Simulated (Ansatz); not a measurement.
# Run report: Zr3N2, geometry relaxation (part 1 of 2)

- system: Zr3N2 (R-3c, 10 atoms in the cell)
- method: DFT PBEsol, scalar-relativistic, plane waves, PAW, no spin polarisation (Ansatz 0.2.0)

The structure derives from a Materials Project entry.

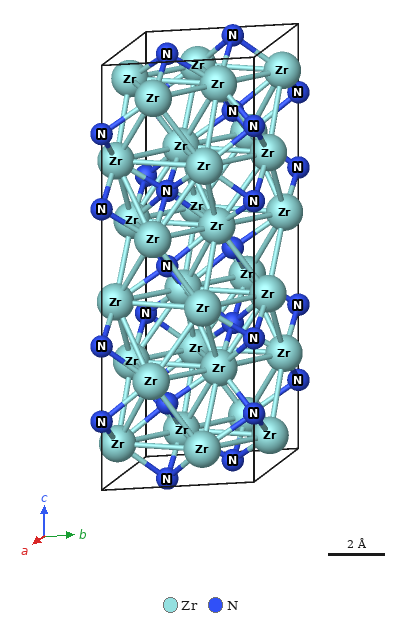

**Figure 1.** The input geometry (ball-and-stick view of the cell 3 times as large as that of the calculation, set on its symmetry axes, seen slightly off an axis). An atom can appear more than once, as a periodic image. Near neighbours in the periodic cell (some may lie outside the picture): Zr has 4 N at 2.27 to 2.30 Å and 12 Zr at 3.18 to 3.30 Å; N has 6 Zr at 2.27 to 2.30 Å.

Input:
```yaml
crystal:
  lattice:
    - [2.8251241387, 1.631086182, 5.2359669055]
    - [-2.8251241387, 1.631086182, 5.2359669055]
    - [0.0, -3.262172364, 5.2359669055]
  atoms:
    - { symbol: Zr, position: [0.42479813, 0.07520187, 0.75] }
    - { symbol: Zr, position: [0.07520187, 0.75, 0.42479813] }
    - { symbol: Zr, position: [0.75, 0.42479813, 0.07520187] }
    - { symbol: Zr, position: [0.25, 0.57520187, 0.92479813] }
    - { symbol: Zr, position: [0.92479812, 0.25, 0.57520187] }
    - { symbol: Zr, position: [0.57520187, 0.92479813, 0.25] }
    - { symbol: "N", position: [0.3385208, 0.3385208, 0.3385208] }
    - { symbol: "N", position: [0.1614792, 0.1614792, 0.1614792] }
    - { symbol: "N", position: [0.8385208, 0.8385208, 0.8385208] }
    - { symbol: "N", position: [0.6614792, 0.6614792, 0.6614792] }
basis:
  ecutwfc: 420
kpoints:
  mp_grid: { grid: [12, 12, 12] }
hamiltonian:
  xc: pbesol
scf:
  occupations: { method: gaussian, width: 0.1 }
output:
  forces: true
  stress: true
  eigenvalues: true
  write_density: true
  write_potential: true
  elf: true
  volumetric_format: npy
relax:
  adjacent_minimum: "off"
  f_tol: 0.005
  max_steps: 80
  cell: { stress_tol: 0.05 }
```

Hardware: 2 threads of Intel Xeon @ 2.50GHz (Skylake/Cascade Lake), 192 GiB of memory available, shared host.

Launched with:
```bash
ansatz run input.yaml --threads 2 --pin off --max-ram 5120MiB --backend cpu --events-out ev --progress --plain --runs-dir out
```

What the program printed:
```
Engine: ansatz 0.2.0, x86_64-unknown-linux-gnu
Pseudopotentials: kind: paw
Pseudopotential: Zr, paw, valence charge 12, recommended cutoff 420 eV (normal), Zr.paw.azcp
Pseudopotential: N, paw, valence charge 5, recommended cutoff 420 eV (normal), N.paw.azcp
Functional definition: PBEsol
  exchange = pbesol_x
  correlation = pbesol_c
Crystal: 10 atoms, lattice volume = 144.765 Å³
Basis set: ecut = 420 eV, 2843 PW (Γ), exchange–correlation on 90×90×90 points (8 copies of the dense FFT grid, shifted against one another)
Bands: 56, of which v1, the nominal top of the filled ones, is band 46 counted from 1 (45 counted from 0)
Symmetry: 12 space group operations
Space group: R-3c (ITA 167), of the structure as read, at distance tolerance 5.3e-5 Å
k-points: 189 of 1728
Non-local potential: Zr, projectors of the file, l = 0: 3, l = 1: 2, l = 2: 2, l = 3: 2
Non-local potential: N, projectors of the file, l = 0: 2, l = 1: 2, l = 2: 1
PAW form: soft (Blöchl's): semilocal exchange-correlation on the pseudo side does not see the compensation charge
PAW frozen core: Zr, regenerated for the run's functional, and the local potential with it (the file was generated under x = pbe(κ = 0.804, μ = 0.2195149727645171), c = pbe(β = 0.06672455060314922))
PAW frozen core: N, regenerated for the run's functional, and the local potential with it (the file was generated under x = pbe(κ = 0.804, μ = 0.2195149727645171), c = pbe(β = 0.06672455060314922))
PAW one-centre angular grid: Zr, 590 points (default); XC on 64 Gauss nodes
PAW one-centre angular grid: N, 110 points (default); XC on 64 Gauss nodes
Initial density: superposition of atomic densities (neutral atoms: chi_scale 0, normalization atom), corrected by the library's trained network
Initial wavefunctions: pseudopotential atomic-orbital guess
Functional: x = pbesol(κ = 0.804, μ = 0.12345679012345678), c = pbesol(β = 0.046)
SCF iter   1: F=—  HF=-26301.511146 eV  |F-HF|=—  |Δ(HF+E_count)|=         —  Δρ=6.14e-3  dr2=3.50e-2  ethr=1.77e-3  ⟨swp⟩=5.4  Hψ=41213  notcnv=0
preconditioner: auto → Kerker (q_TF=auto, 2.530 Å⁻¹)  [metal: Δε(μ)=0.010 eV  Ē_g=17.046 eV  σ=0.100 eV  W_gap=0.06  n_scr=46 (ndim 8)  ℏωp=27.6 eV  f_vac=0.000  D(μ)=3.96/eV (n_scr^D=26)]
SCF iter   2: F=—  HF=-26301.502654 eV  |F-HF|=—  |Δ(HF+E_count)|=   8.49e-3  Δρ=2.92e-3  dr2=7.59e-3  ethr=3.80e-5  ⟨swp⟩=2.0  Hψ=15588  notcnv=0  defer=1
SCF iter   3: F=—  HF=-26301.501564 eV  |F-HF|=—  |Δ(HF+E_count)|=   1.09e-3  Δρ=1.20e-3  dr2=1.56e-3  ethr=8.25e-6  ⟨swp⟩=3.0  Hψ=18723  notcnv=0  defer=1
SCF iter   4: F=—  HF=-26301.501334 eV  |F-HF|=—  |Δ(HF+E_count)|=   2.30e-4  Δρ=2.05e-4  dr2=6.57e-5  ethr=1.69e-6  ⟨swp⟩=2.0  Hψ=13808  notcnv=0  defer=1
SCF iter   5: F=—  HF=-26301.501558 eV  |F-HF|=—  |Δ(HF+E_count)|=   2.24e-4  Δρ=3.82e-5  dr2=3.38e-6  ethr=7.14e-8  ⟨swp⟩=2.8  Hψ=16160  notcnv=0  defer=1
SCF iter   6: F=—  HF=-26301.501557 eV  |F-HF|=—  |Δ(HF+E_count)|=   8.74e-7  Δρ=1.03e-5  dr2=1.89e-7  ethr=3.67e-9  ⟨swp⟩=2.0  Hψ=11721  notcnv=0  defer=1
SCF iter   7: F=-26301.501557 eV  HF=-26301.501557 eV  |F-HF|=8.67e-9  |Δ(HF+E_count)|=   4.20e-8  Δρ=2.38e-6  dr2=1.36e-8  ethr=1.09e-10  ⟨swp⟩=13.6  Hψ=66017  notcnv=0
SCF 1 converged in 7 iterations: F = -26301.501557 eV  dr2 = 1.36e-8
  greatest PAW one-centre occupation: 0.996 electrons in one spin orbital (limit 2), on the Zr atom at site 5 (counted from 0), in its partial waves of l = 0
relax step   1: F+E_penalty+E_count = -26301.50155702 eV  Δ(F+E_penalty+E_count) = +0.000e0 eV  max|allowed force component| = 1.000e-1 eV/Å  Δτ_max = 0.0000 Å  P = -5.393 GPa  Ω = 144.765 Å³  (7 SCF iters, dr2 threshold 1.00e-7 eV, accepted)
Crystal: 10 atoms, lattice volume = 137.439 Å³
Basis set: ecut = 420 eV, 2687 PW (Γ), exchange–correlation on 90×90×90 points (8 copies of the dense FFT grid, shifted against one another)
Initial density: handed on by an earlier stage of this run
Initial wavefunctions: those handed on with the density
iter 1 solved again at ethr=5.55e-5 eV; its pass at ethr=3.10e-3 eV (dr2=5.11e-2 eV) is discarded
SCF iter   1: F=—  HF=-26301.524976 eV  |F-HF|=—  |Δ(HF+E_count)|=         —  Δρ=5.84e-3  dr2=5.09e-2  ethr=5.55e-5  ⟨swp⟩=1.0  Hψ=49449  notcnv=0
preconditioner: auto → Kerker (q_TF=auto, 2.552 Å⁻¹)  [metal: Δε(μ)=0.012 eV  Ē_g=17.205 eV  σ=0.100 eV  W_gap=0.07  n_scr=34 (ndim 8)  ℏωp=28.3 eV  f_vac=0.000  D(μ)=3.89/eV (n_scr^D=20)]
SCF iter   2: F=—  HF=-26301.513944 eV  |F-HF|=—  |Δ(HF+E_count)|=   1.10e-2  Δρ=1.00e-3  dr2=9.52e-4  ethr=5.53e-5  ⟨swp⟩=2.0  Hψ=14111  notcnv=0
SCF iter   3: F=—  HF=-26301.514092 eV  |F-HF|=—  |Δ(HF+E_count)|=   1.48e-4  Δρ=5.89e-4  dr2=3.64e-4  ethr=1.04e-6  ⟨swp⟩=1.1  Hψ=10612  notcnv=0
SCF iter   4: F=—  HF=-26301.514018 eV  |F-HF|=—  |Δ(HF+E_count)|=   7.39e-5  Δρ=7.22e-5  dr2=5.68e-6  ethr=3.95e-7  ⟨swp⟩=3.0  Hψ=19606  notcnv=0
SCF iter   5: F=-26301.514017 eV  HF=-26301.514018 eV  |F-HF|=6.58e-8  |Δ(HF+E_count)|=   3.58e-7  Δρ=1.18e-5  dr2=1.81e-7  ethr=1.09e-9  ⟨swp⟩=11.8  Hψ=76833  notcnv=0
SCF 2 converged in 5 iterations: F = -26301.514017 eV  dr2 = 1.81e-7
relax step   2: F+E_penalty+E_count = -26301.51401747 eV  Δ(F+E_penalty+E_count) = -1.246e-2 eV  max|allowed force component| = 2.096e-2 eV/Å  Δτ_max = 0.0038 Å  P = +5.790 GPa  Ω = 137.439 Å³  energy of the carried Pulay correction = +1.214e-2 eV  (5 SCF iters, dr2 threshold 1.00e-6 eV, accepted)
Crystal: 10 atoms, lattice volume = 141.222 Å³
Basis set: ecut = 420 eV, 2771 PW (Γ), exchange–correlation on 90×90×90 points (8 copies of the dense FFT grid, shifted against one another)
iter 1 solved again at ethr=1.63e-5 eV; its pass at ethr=3.10e-3 eV (dr2=1.50e-2 eV) is discarded
SCF iter   1: F=—  HF=-26301.572802 eV  |F-HF|=—  |Δ(HF+E_count)|=         —  Δρ=3.27e-3  dr2=1.53e-2  ethr=1.63e-5  ⟨swp⟩=1.0  Hψ=48967  notcnv=0
preconditioner: auto → Kerker (q_TF=auto, 2.540 Å⁻¹)  [metal: Δε(μ)=0.014 eV  Ē_g=17.119 eV  σ=0.100 eV  W_gap=0.08  n_scr=34 (ndim 8)  ℏωp=27.9 eV  f_vac=0.000  D(μ)=3.88/eV (n_scr^D=20)]
SCF iter   2: F=—  HF=-26301.569418 eV  |F-HF|=—  |Δ(HF+E_count)|=   3.38e-3  Δρ=8.71e-4  dr2=1.29e-3  ethr=1.63e-5  ⟨swp⟩=2.0  Hψ=14114  notcnv=0
SCF iter   3: F=—  HF=-26301.569192 eV  |F-HF|=—  |Δ(HF+E_count)|=   2.26e-4  Δρ=4.83e-4  dr2=4.87e-4  ethr=1.40e-6  ⟨swp⟩=1.0  Hψ=10587  notcnv=0
SCF iter   4: F=—  HF=-26301.569293 eV  |F-HF|=—  |Δ(HF+E_count)|=   1.01e-4  Δρ=8.33e-5  dr2=1.54e-5  ethr=5.29e-7  ⟨swp⟩=2.0  Hψ=14197  notcnv=0
SCF iter   5: F=-26301.569287 eV  HF=-26301.569287 eV  |F-HF|=2.39e-7  |Δ(HF+E_count)|=   5.21e-6  Δρ=1.65e-5  dr2=4.39e-7  ethr=1.09e-9  ⟨swp⟩=9.3  Hψ=79010  notcnv=0
SCF 3 converged in 5 iterations: F = -26301.569287 eV  dr2 = 4.39e-7
relax step   3: F+E_penalty+E_count = -26301.56928724 eV  Δ(F+E_penalty+E_count) = -5.527e-2 eV  max|allowed force component| = 1.094e-1 eV/Å  Δτ_max = 0.0110 Å  P = -0.143 GPa  Ω = 141.222 Å³  energy of the carried Pulay correction = +5.792e-3 eV  (5 SCF iters, dr2 threshold 1.00e-6 eV, accepted)
Crystal: 10 atoms, lattice volume = 141.053 Å³
Basis set: ecut = 420 eV, 2759 PW (Γ), exchange–correlation on 90×90×90 points (8 copies of the dense FFT grid, shifted against one another)
iter 1 solved again at ethr=1.58e-6 eV; its pass at ethr=3.10e-3 eV (dr2=1.45e-3 eV) is discarded
SCF iter   1: F=—  HF=-26301.572366 eV  |F-HF|=—  |Δ(HF+E_count)|=         —  Δρ=8.95e-4  dr2=1.41e-3  ethr=1.58e-6  ⟨swp⟩=2.0  Hψ=43010  notcnv=0
preconditioner: auto → Kerker (q_TF=auto, 2.541 Å⁻¹)  [metal: Δε(μ)=0.007 eV  Ē_g=17.122 eV  σ=0.100 eV  W_gap=0.04  n_scr=34 (ndim 8)  ℏωp=28.0 eV  f_vac=0.000  D(μ)=3.91/eV (n_scr^D=20)]
SCF iter   2: F=—  HF=-26301.572101 eV  |F-HF|=—  |Δ(HF+E_count)|=   2.65e-4  Δρ=4.95e-4  dr2=5.38e-4  ethr=1.53e-6  ⟨swp⟩=1.0  Hψ=10587  notcnv=0
SCF iter   3: F=—  HF=-26301.572165 eV  |F-HF|=—  |Δ(HF+E_count)|=   6.39e-5  Δρ=1.31e-4  dr2=4.45e-5  ethr=5.85e-7  ⟨swp⟩=2.0  Hψ=14483  notcnv=0
SCF iter   4: F=—  HF=-26301.572154 eV  |F-HF|=—  |Δ(HF+E_count)|=   1.09e-5  Δρ=6.06e-5  dr2=5.97e-6  ethr=4.84e-8  ⟨swp⟩=2.0  Hψ=14679  notcnv=0
SCF iter   5: F=-26301.572152 eV  HF=-26301.572152 eV  |F-HF|=1.03e-8  |Δ(HF+E_count)|=   1.99e-6  Δρ=1.11e-5  dr2=9.18e-8  ethr=8.13e-10  ⟨swp⟩=8.4  Hψ=73592  notcnv=0
SCF 4 converged in 5 iterations: F = -26301.572152 eV  dr2 = 9.18e-8
  greatest PAW one-centre occupation: 0.996 electrons in one spin orbital (limit 2), on the Zr atom at site 3 (counted from 0), in its partial waves of l = 0
relax step   4: F+E_penalty+E_count = -26301.57215212 eV  Δ(F+E_penalty+E_count) = -2.865e-3 eV  max|allowed force component| = 2.261e-2 eV/Å  Δτ_max = 0.0078 Å  P = -0.052 GPa  Ω = 141.053 Å³  energy of the carried Pulay correction = +6.072e-3 eV  (5 SCF iters, dr2 threshold 7.48e-7 eV, accepted)
Crystal: 10 atoms, lattice volume = 141.038 Å³
iter 1 solved again at ethr=5.40e-8 eV; its pass at ethr=3.10e-3 eV (dr2=4.97e-5 eV) is discarded
SCF iter   1: F=—  HF=-26301.572128 eV  |F-HF|=—  |Δ(HF+E_count)|=         —  Δρ=1.84e-4  dr2=4.77e-5  ethr=5.40e-8  ⟨swp⟩=2.8  Hψ=47422  notcnv=0
preconditioner: auto → Kerker (q_TF=auto, 2.541 Å⁻¹)  [metal: Δε(μ)=0.006 eV  Ē_g=17.126 eV  σ=0.100 eV  W_gap=0.03  n_scr=34 (ndim 8)  ℏωp=28.0 eV  f_vac=0.000  D(μ)=3.91/eV (n_scr^D=20)]
SCF iter   2: F=—  HF=-26301.572113 eV  |F-HF|=—  |Δ(HF+E_count)|=   1.49e-5  Δρ=1.00e-4  dr2=1.60e-5  ethr=5.18e-8  ⟨swp⟩=1.1  Hψ=10617  notcnv=0
SCF iter   3: F=—  HF=-26301.572354 eV  |F-HF|=—  |Δ(HF+E_count)|=   2.41e-4  Δρ=3.89e-5  dr2=3.66e-6  ethr=1.74e-8  ⟨swp⟩=2.0  Hψ=14516  notcnv=0
SCF iter   4: F=—  HF=-26301.572353 eV  |F-HF|=—  |Δ(HF+E_count)|=   8.46e-7  Δρ=1.16e-5  dr2=2.87e-7  ethr=3.97e-9  ⟨swp⟩=2.0  Hψ=14582  notcnv=0
SCF iter   5: F=-26301.572353 eV  HF=-26301.572353 eV  |F-HF|=3.65e-9  |Δ(HF+E_count)|=   9.89e-8  Δρ=3.13e-6  dr2=8.79e-9  ethr=4.26e-11  ⟨swp⟩=6.1  Hψ=64834  notcnv=0
SCF 5 converged in 5 iterations: F = -26301.572353 eV  dr2 = 8.79e-9
relax step   5: F+E_penalty+E_count = -26301.57235332 eV  Δ(F+E_penalty+E_count) = -2.012e-4 eV  max|allowed force component| = 3.837e-3 eV/Å  Δτ_max = 0.0021 Å  P = -0.002 GPa  Ω = 141.038 Å³  energy of the carried Pulay correction = +6.096e-3 eV  (5 SCF iters, dr2 threshold 3.91e-8 eV, accepted)
Initial wavefunctions: pseudopotential atomic-orbital guess (no wavefunctions were taken with the density)
iter 1 solved again at ethr=6.28e-8 eV; its pass at ethr=3.10e-3 eV (dr2=5.78e-5 eV) is discarded
SCF iter   1: F=—  HF=-26301.566721 eV  |F-HF|=—  |Δ(HF+E_count)|=         —  Δρ=9.90e-5  dr2=2.33e-6  ethr=6.28e-8  ⟨swp⟩=3.1  Hψ=71084  notcnv=0
preconditioner: auto → Kerker (q_TF=auto, 2.541 Å⁻¹)  [metal: Δε(μ)=0.007 eV  Ē_g=17.125 eV  σ=0.100 eV  W_gap=0.04  n_scr=34 (ndim 8)  ℏωp=28.0 eV  f_vac=0.000  D(μ)=3.91/eV (n_scr^D=20)]
SCF iter   2: F=—  HF=-26301.566963 eV  |F-HF|=—  |Δ(HF+E_count)|=   2.42e-4  Δρ=4.94e-5  dr2=5.01e-7  ethr=2.53e-9  ⟨swp⟩=2.0  Hψ=14069  notcnv=0
SCF iter   3: F=—  HF=-26301.566964 eV  |F-HF|=—  |Δ(HF+E_count)|=   6.33e-7  Δρ=1.86e-5  dr2=5.78e-8  ethr=5.44e-10  ⟨swp⟩=2.0  Hψ=11703  notcnv=0
SCF iter   4: F=—  HF=-26301.566964 eV  |F-HF|=—  |Δ(HF+E_count)|=   1.04e-7  Δρ=5.55e-7  dr2=2.50e-10  ethr=6.28e-11  ⟨swp⟩=2.0  Hψ=13608  notcnv=0
SCF iter   5: F=-26301.566964 eV  HF=-26301.566964 eV  |F-HF|=1.46e-11  |Δ(HF+E_count)|=  1.46e-11  Δρ=1.22e-7  dr2=2.84e-11  ethr=1.00e-12  ⟨swp⟩=7.7  Hψ=51258  notcnv=0
SCF 6 converged in 5 iterations: F = -26301.566964 eV  dr2 = 2.84e-11
relax step   6: F+E_penalty+E_count = -26301.56696389 eV  Δ(F+E_penalty+E_count) = +5.389e-3 eV  max|allowed force component| = 4.011e-3 eV/Å  Δτ_max = 0.0000 Å  P = -0.062 GPa  Ω = 141.038 Å³  stress off target by 8.30e-2 GPa  SCF on the basis re-selected at this cell (its energy is not comparable with the rows above)  (5 SCF iters)
basis re-selected at this cell: Δ(F+E_penalty+E_count) = +5.389e-3 eV, ΔP = -0.060 GPa vs the last step (what re-selecting the basis moved, of the pressure what is left beyond the Pulay correction that the steps carried, after the strain that the cell walked since its last selection, with what the two solves' SCF thresholds leave and, on support functions, any second-order correction that the steps lacked; it is no measure of the basis error at this ecutwfc). This SCF's stress stands 8.30e-2 GPa from its target on what of the cell is left free (relax.cell.stress_tol is 5.00e-2 GPa) and its largest allowed force component is 4.01e-3 eV/Å (relax.f_tol is 5.00e-3 eV/Å): not within both, so this SCF does not close the relaxation
Crystal: 10 atoms, lattice volume = 140.999 Å³
iter 1 solved again at ethr=2.29e-9 eV; its pass at ethr=3.10e-3 eV (dr2=2.11e-6 eV) is discarded
SCF iter   1: F=—  HF=-26301.567040 eV  |F-HF|=—  |Δ(HF+E_count)|=         —  Δρ=3.54e-5  dr2=1.80e-6  ethr=2.29e-9  ⟨swp⟩=2.0  Hψ=45984  notcnv=0
preconditioner: auto → Kerker (q_TF=auto, 2.541 Å⁻¹)  [metal: Δε(μ)=0.006 eV  Ē_g=17.126 eV  σ=0.100 eV  W_gap=0.04  n_scr=34 (ndim 8)  ℏωp=28.0 eV  f_vac=0.000  D(μ)=3.91/eV (n_scr^D=20)]
SCF iter   2: F=—  HF=-26301.567039 eV  |F-HF|=—  |Δ(HF+E_count)|=   7.14e-7  Δρ=9.06e-6  dr2=8.54e-8  ethr=1.96e-9  ⟨swp⟩=2.0  Hψ=14040  notcnv=0
SCF iter   3: F=—  HF=-26301.567039 eV  |F-HF|=—  |Δ(HF+E_count)|=   9.04e-9  Δρ=5.34e-6  dr2=3.32e-8  ethr=1.87e-11  ⟨swp⟩=7.0  Hψ=56035  notcnv=0
SCF iter   4: F=-26301.567039 eV  HF=-26301.567039 eV  |F-HF|=2.11e-10  |Δ(HF+E_count)|=   6.82e-9  Δρ=5.26e-7  dr2=4.64e-10  ethr=1.87e-11  ⟨swp⟩=7.0  Hψ=56922  notcnv=0
SCF 7 converged in 4 iterations: F = -26301.567039 eV  dr2 = 4.64e-10
relax step   7: F+E_penalty+E_count = -26301.56703933 eV  Δ(F+E_penalty+E_count) = -7.545e-5 eV  max|allowed force component| = 1.981e-4 eV/Å  Δτ_max = 0.0002 Å  P = -0.001 GPa  Ω = 140.999 Å³  energy of the carried Pulay correction = +6.493e-5 eV  (4 SCF iters, dr2 threshold 1.72e-8 eV, accepted)
iter 1 solved again at ethr=6.13e-8 eV; its pass at ethr=3.10e-3 eV (dr2=5.64e-5 eV) is discarded
SCF iter   1: F=—  HF=-26301.566745 eV  |F-HF|=—  |Δ(HF+E_count)|=         —  Δρ=1.19e-6  dr2=6.49e-10  ethr=6.13e-8  ⟨swp⟩=3.1  Hψ=71092  notcnv=0
eigensolver tolerance schedule: the retry pair's looser diagonalisation over-reported the residual by 86956.51 of it (diagonalisation noise at an unbounded share of the residual, at the tolerance the schedule requests for it); recorded, not acted on — ethr = c·dr2/N_el stays at c = 1.0e-1
SCF iter   2: F=—  HF=-26301.566982 eV  |F-HF|=—  |Δ(HF+E_count)|=   2.37e-4  Δρ=6.25e-7  dr2=2.42e-10  ethr=1.00e-12  ⟨swp⟩=3.2  Hψ=27177  notcnv=0
SCF iter   3: F=-26301.566982 eV  HF=-26301.566982 eV  |F-HF|=3.64e-12  |Δ(HF+E_count)|=  6.18e-11  Δρ=1.25e-7  dr2=2.06e-11  ethr=1.00e-12  ⟨swp⟩=8.3  Hψ=49024  notcnv=0
SCF 8 converged in 3 iterations: F = -26301.566982 eV  dr2 = 2.06e-11
relax step   8: F+E_penalty+E_count = -26301.56698188 eV  Δ(F+E_penalty+E_count) = +5.745e-5 eV  max|allowed force component| = 1.965e-4 eV/Å  Δτ_max = 0.0000 Å  P = -0.001 GPa  Ω = 140.999 Å³  stress off target by 5.16e-3 GPa  SCF on the basis re-selected at this cell (its energy is not comparable with the rows above)  (3 SCF iters)
```

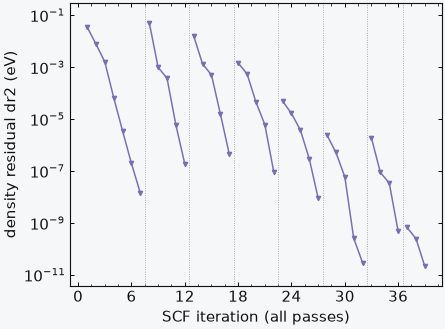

**Figure 2.** Convergence of the self-consistent field: density residual dr2 against the SCF iteration. The dotted lines part the SCF passes of the relaxation: geometry steps, rejected trials and re-solves on a re-selected basis. The 8 passes take 3 to 7 iterations each, 39 in all.

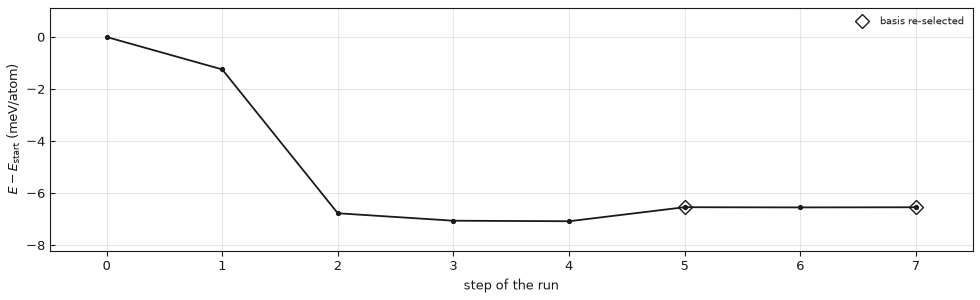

**Figure 3.** Progress of the relaxation, step by step (the first geometry is step 0 here and step 1 in the log).

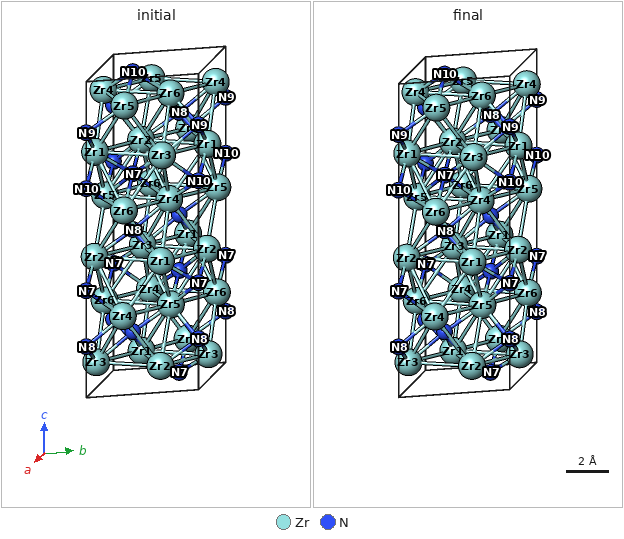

**Figure 4.** Before (left) and after (right) the relaxation, at one scale (ball-and-stick view of the cell 3 times as large as that of the calculation, set on its symmetry axes, seen slightly off an axis). No atom moves by more than 0.005 Å relative to the cell. The drawn cell changes as follows: a = b 5.650 → 5.599 Å (−0.9 %), c 15.708 → 15.581 Å (−0.8 %); the volume changes by −2.6 %. Distances before and after: Zr1–Zr2 3.183 → 3.152 Å, Zr1–Zr6 3.199 → 3.172 Å, Zr1–Zr4 3.239 → 3.212 Å, Zr1–N7 2.268 → 2.247 Å. The space group stays R-3c (No. 167). Over 5 geometry steps the energy falls by 6.5 meV per atom. Largest force component: 0.1 eV/Å at the start, 0.0002 eV/Å at the end. The pressure goes from −5.39 to 0.00 GPa. 1 further SCF at an unchanged geometry re-selected the plane-wave basis for the new cell. The energy change given includes the shifts at the re-selections in mid-walk, which come without any move. A last SCF at the same geometry on a re-selected plane-wave basis shifts the energy by +0.0 meV per atom. (Atoms are counted from 1 in the order of the input.)
